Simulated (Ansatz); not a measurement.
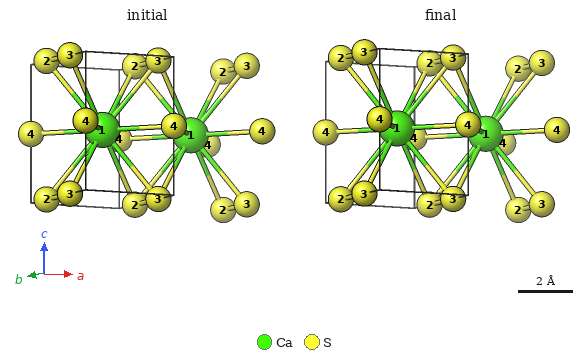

The structure of crystalline CaS3 (a generated structure, set up in Pmmm) before (left) and after (right) a relaxation, at one scale.

A ball-and-stick model of the cell of the calculation, repeated 2 × 1 × 1 with one cell outlined, seen from a free direction.

Computed with Ansatz, DFT PBE, scalar-relativistic, plane waves, PAW. (plane-wave cutoff 420 eV; k-point mesh 12 × 10 × 10; occupations gaussian; smearing width 0.1 eV; no spin polarisation; cell and atoms relaxed; force threshold 0.01 eV/Å; at most 80 steps)

Describe what moved and what it gained.

Answer. The largest moves relative to the cell, 0.018 Å, are those of S2 and S3. S2 goes along +b. Ca stays in place. The drawn cell changes as follows: a 3.701 → 3.716 Å (+0.4 %), b 4.604 → 4.543 Å (−1.3 %), c 5.234 → 5.341 Å (+2.0 %); the volume changes by +1.1 %. Some distances before and after: Ca1–S2 3.354 → 3.401 Å, Ca1–S4 2.954 → 2.934 Å, S2–S3 1.978 → 1.987 Å. The space group stays Pmmm (No. 47). After 4 accepted moves (5 points after the start) the energy has fallen by 12.8 meV per cell of the calculation. Largest force component: 0.35 eV/Å at the start, 0.00071 eV/Å at the end. Pressure: 0.32 GPa at the start and 0.00 GPa at the end. At 1 point the geometry stayed and the basis and grid were re-selected for the new cell (energy shift of 0.1 meV per cell of the calculation at most each time).
